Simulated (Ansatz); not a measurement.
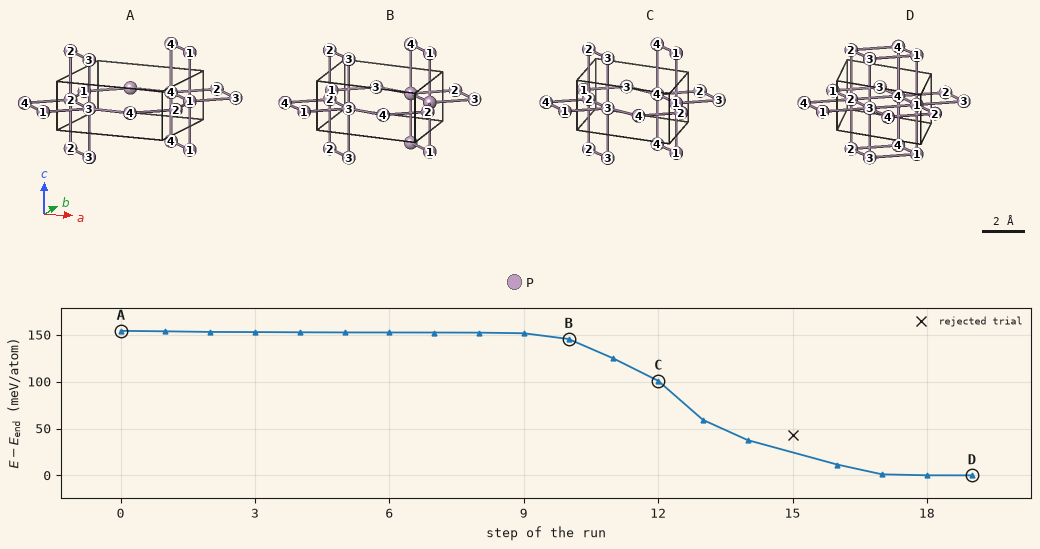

Frames of a relaxation of solid P (a generated structure, set up in Cmmm), marked on the history of the run. The picture is a ball-and-stick view of the cell of the calculation, seen slightly off an axis.

Computed with Ansatz, DFT PBE, scalar-relativistic, plane waves, PAW. (plane-wave cutoff 420 eV; k-point mesh 8 × 8 × 20; occupations gaussian; smearing width 0.1 eV; no spin polarisation; cell and atoms relaxed; force threshold 0.01 eV/Å; at most 80 steps)

Q: What happens along the run?

A: The run was cut off at its time limit before the program reported convergence, but its last step already meets the force threshold: the largest component is 0.00038 eV/Å against 0.01 eV/Å. The pressure is within 0.04 GPa of its target. The largest moves relative to the cell, 0.50 Å, are those of P1, P2, P3 and P4. P3 goes along [2 3 0]. Cell: a = b 5.735 → 5.479 Å (−4.5 %), c 2.402 → 2.435 Å (+1.4 %), γ 96.8° → 126.9°. Volume −25.5 %. Some distances before and after: P1–P3 5.228 → 2.449 Å, P1–P2 2.280 → 2.451 Å, P1–P3 (another image) 2.386 → 2.448 Å, P1–P4 2.506 → 2.451 Å. Among the angles between lasting bonds that change: P1–P2–P3 141.5° → 180.0°, P1–P2–P4 128.5° → 90.0°. Within 0.06 Å the space group is Cmmm at the start and Pm-3m at the end; at a tighter tolerance small leftover displacements or strains of the cell lower it. After 18 accepted moves (19 points after the start) the energy has fallen by 154 meV per atom. The largest force component goes from 0.075 to 0.00038 eV/Å. Pressure: 0.44 GPa at the start and 0.04 GPa at the end. The line search rejected the trial step at point 15 of the run. From step 0 to 10: P atoms move most (0.17 Å), volume −5.2 %, energy −8.7 meV per atom. From step 10 to 12: P atoms move most (0.11 Å), volume −6.2 %, energy −44.6 meV per atom. From step 12 to 19: P atoms move most (0.29 Å), volume −16.2 %, energy −101 meV per atom.

```json
{"step": "0", "E − E(0), meV/atom": "0.00", "largest force component, eV/Å": "0.0751", "pressure, GPa": "0.44", "volume, Å³/atom": "19.610", "note": ""}
{"step": "1", "E − E(0), meV/atom": "-0.47", "largest force component, eV/Å": "0.0589", "pressure, GPa": "0.21", "volume, Å³/atom": "19.669", "note": ""}
{"step": "2", "E − E(0), meV/atom": "-1.15", "largest force component, eV/Å": "0.0110", "pressure, GPa": "-0.08", "volume, Å³/atom": "19.729", "note": ""}
{"step": "3", "E − E(0), meV/atom": "-1.29", "largest force component, eV/Å": "0.0151", "pressure, GPa": "-0.09", "volume, Å³/atom": "19.703", "note": ""}
{"step": "4", "E − E(0), meV/atom": "-1.51", "largest force component, eV/Å": "0.0269", "pressure, GPa": "-0.14", "volume, Å³/atom": "19.621", "note": ""}
{"step": "5", "E − E(0), meV/atom": "-1.68", "largest force component, eV/Å": "0.0053", "pressure, GPa": "-0.02", "volume, Å³/atom": "19.545", "note": ""}
{"step": "6", "E − E(0), meV/atom": "-1.72", "largest force component, eV/Å": "0.0009", "pressure, GPa": "0.00", "volume, Å³/atom": "19.484", "note": ""}
{"step": "7", "E − E(0), meV/atom": "-1.77", "largest force component, eV/Å": "0.0008", "pressure, GPa": "0.00", "volume, Å³/atom": "19.412", "note": ""}
{"step": "8", "E − E(0), meV/atom": "-1.89", "largest force component, eV/Å": "0.0035", "pressure, GPa": "-0.02", "volume, Å³/atom": "19.311", "note": ""}
{"step": "9", "E − E(0), meV/atom": "-2.53", "largest force component, eV/Å": "0.0084", "pressure, GPa": "-0.13", "volume, Å³/atom": "19.079", "note": ""}
{"step": "10", "E − E(0), meV/atom": "-8.67", "largest force component, eV/Å": "0.0462", "pressure, GPa": "-0.39", "volume, Å³/atom": "18.598", "note": ""}
{"step": "11", "E − E(0), meV/atom": "-29.39", "largest force component, eV/Å": "0.1077", "pressure, GPa": "-0.31", "volume, Å³/atom": "18.051", "note": ""}
{"step": "12", "E − E(0), meV/atom": "-53.25", "largest force component, eV/Å": "0.4291", "pressure, GPa": "-0.11", "volume, Å³/atom": "17.437", "note": ""}
{"step": "13", "E − E(0), meV/atom": "-94.99", "largest force component, eV/Å": "0.0174", "pressure, GPa": "-4.01", "volume, Å³/atom": "16.655", "note": ""}
{"step": "14", "E − E(0), meV/atom": "-116.61", "largest force component, eV/Å": "0.7342", "pressure, GPa": "2.47", "volume, Å³/atom": "15.130", "note": ""}
{"step": "15", "E − E(0), meV/atom": "-110.70", "largest force component, eV/Å": "0.2318", "pressure, GPa": "3.97", "volume, Å³/atom": "14.435", "note": "rejected"}
{"step": "16", "E − E(0), meV/atom": "-142.70", "largest force component, eV/Å": "0.3049", "pressure, GPa": "1.59", "volume, Å³/atom": "14.704", "note": ""}
{"step": "17", "E − E(0), meV/atom": "-153.13", "largest force component, eV/Å": "0.0506", "pressure, GPa": "-0.02", "volume, Å³/atom": "14.643", "note": ""}
{"step": "18", "E − E(0), meV/atom": "-154.15", "largest force component, eV/Å": "0.0037", "pressure, GPa": "-0.05", "volume, Å³/atom": "14.626", "note": ""}
{"step": "19", "E − E(0), meV/atom": "-154.21", "largest force component, eV/Å": "0.0004", "pressure, GPa": "0.04", "volume, Å³/atom": "14.613", "note": ""}
```

Limits of the set-up: layers or molecules are held without a dispersion correction, so their spacing is unreliable.
